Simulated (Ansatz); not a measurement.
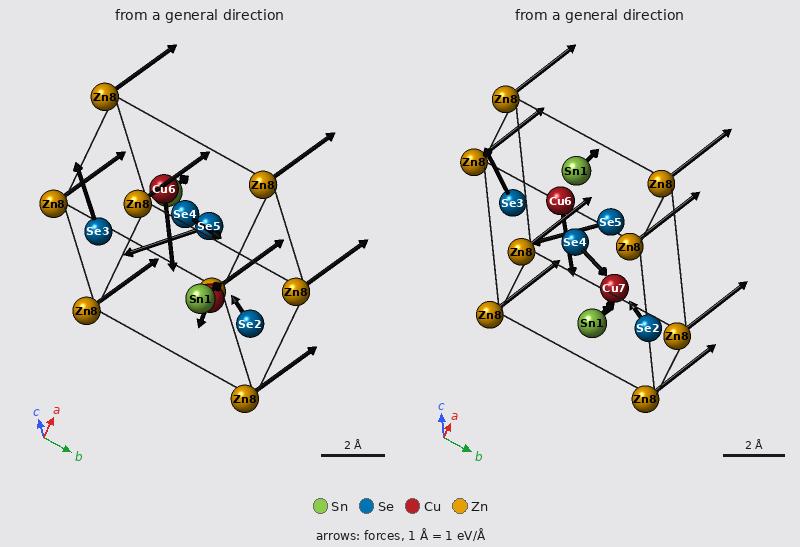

Spheres-only drawing of the structure, looking from two general directions. The lines enclose the cell (the run's own, in a reduced setting); boundary atoms appear with their images. The arrows are the computed forces on the atoms.

System: ZnCu₂SnSe₄. The numbers come from Ansatz 0.2.0, DFT, PAW plane waves, PBE+U, using wavefunction cutoff 420 eV, k-points about 0.36 Å⁻¹ apart, Fermi-Dirac smearing of 0.1 eV, U_eff = 2.48 eV on Cu d, around-mean-field double counting, collinear spins.

Do the forces show a relaxed structure?

No. The atoms still feel forces of up to about 2.6 eV/Å, far above a usual threshold of 0.01 to 0.03 eV/Å.

List the mean force on each species.

Mean magnitudes: about Zn 2.5 eV/Å, Cu 1.4 eV/Å, Sn 0.74 eV/Å, Se 1.7 eV/Å.

Shown is a known structure type with the cell strained and the atoms shaken on purpose, as it stood before any relaxation. It was run through Ansatz as a DFT input.
